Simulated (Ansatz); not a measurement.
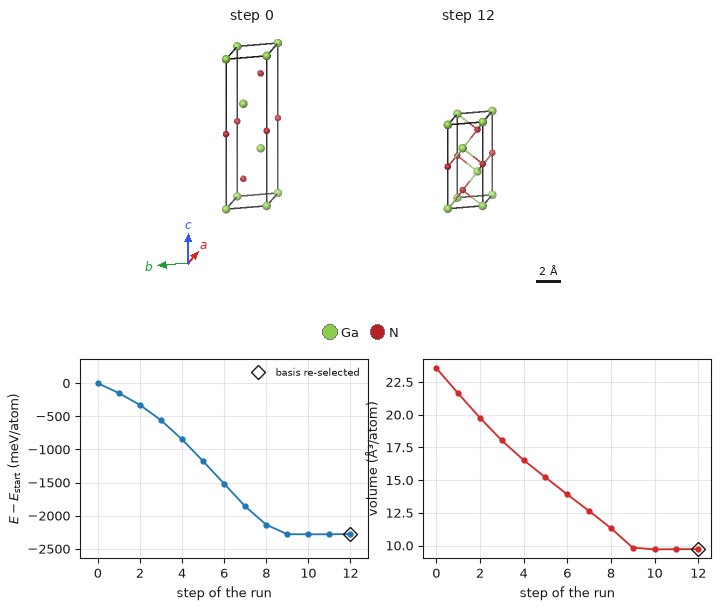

First and last geometry of a relaxation of crystalline GaN (a generated structure, set up in R-3m) (coarse preliminary run), with the history of the run. Style: ball-and-stick. Shown: the conventional cell (3 times the calculation's cell), from a free direction. Lengths and directions refer to the drawn axes.

The calculation used DFT PBE, scalar-relativistic, plane waves, PAW in Ansatz. (plane-wave cutoff 420 eV; k-point mesh 6 × 6 × 6; occupations gaussian; smearing width 0.1 eV; collinear spin; cell and atoms relaxed; force threshold 0.04 eV/Å; at most 70 steps)

Q: Did the run converge, and what did it change?

A: It converged. The atoms keep their places relative to the cell (all moves are under 0.005 Å). Cell: a = b 3.514 → 3.019 Å (−14.1 %), c 13.225 → 7.395 Å (−44.1 %). Volume −58.7 %. Among the contacts that change: Ga–N 2.996 → 2.135 Å. New bonds form: Ga–N (3.00 → 2.13 Å). The space group (tolerance 0.01 Å) goes from R-3m (No. 166) to Fm-3m (No. 225). After 11 accepted moves (12 points after the start) the energy has fallen by 2276 meV per atom. All forces vanish by symmetry, so only the cell relaxes. The pressure goes from −8.51 to −0.36 GPa. The SCF was repeated once at an unchanged geometry on a basis and grid sized afresh for the cell, which shifted the energy by 4.1 meV per atom at most. The program noted that the starting moments weren't kept. The run took 46 s on 1 thread of Arm Neoverse V2, with other jobs on the host, peak memory 0.34 GiB.

| step | E − E(0), meV/atom | pressure, GPa | volume, Å³/atom | note |
| --- | --- | --- | --- | --- |
| 0 | 0.00 | -8.51 | 23.570 |  |
| 1 | -148.40 | -10.79 | 21.643 |  |
| 2 | -327.64 | -13.24 | 19.774 |  |
| 3 | -557.83 | -17.72 | 18.043 |  |
| 4 | -845.98 | -22.94 | 16.541 |  |
| 5 | -1175.41 | -25.14 | 15.219 |  |
| 6 | -1516.23 | -27.67 | 13.917 |  |
| 7 | -1857.65 | -27.33 | 12.649 |  |
| 8 | -2134.83 | -21.21 | 11.336 |  |
| 9 | -2278.52 | -2.37 | 9.842 |  |
| 10 | -2279.83 | 0.43 | 9.708 |  |
| 11 | -2279.81 | 0.01 | 9.727 |  |
| 12 | -2275.69 | -0.36 | 9.727 | same geometry, new basis |
